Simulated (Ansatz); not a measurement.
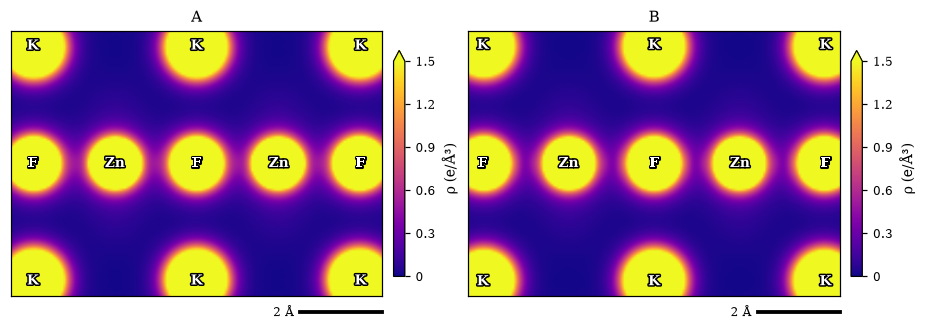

KZnF3. The valence charge density (pseudo) of two cells that differ in size and shape, on the (011̄) plane of each (indices in the axes of the calculation cell), at one length scale and on one colour scale; one has 13.1 and the other 13.8 Å³ an atom.

Computed with DFT PBEsol, scalar-relativistic, plane waves, PAW (Ansatz 0.2.0).

The larger cell:

```
K Zn F
1.0
     4.17350    0.00000    0.00000
     0.00000    4.17350    0.00000
     0.00000    0.00000    3.96784
K Zn F
1 1 3
Direct
  0.00000 0.00000 0.00000
  0.50000 0.50000 0.50000
  0.00000 0.50000 0.50000
  0.50000 0.00000 0.50000
  0.50000 0.50000 0.00000
```

The smaller cell: a = 3.991 Å, b = 3.991 Å, c = 4.102 Å, α = 90.00°, β = 90.00°, γ = 90.00°.

Which panel shows the smaller cell, and what does the compression change?

Panel A is the smaller cell, by 5 % in volume. From the larger cell to the smaller, Zn–F goes from 2.09 to 2.00 Å, and the density at its midpoint from 0.37 to 0.52 e/Å³; the pressure goes from −2.5 to 1.6 GPa; the Kohn–Sham gap goes from 3.5 eV to 3.7 eV.
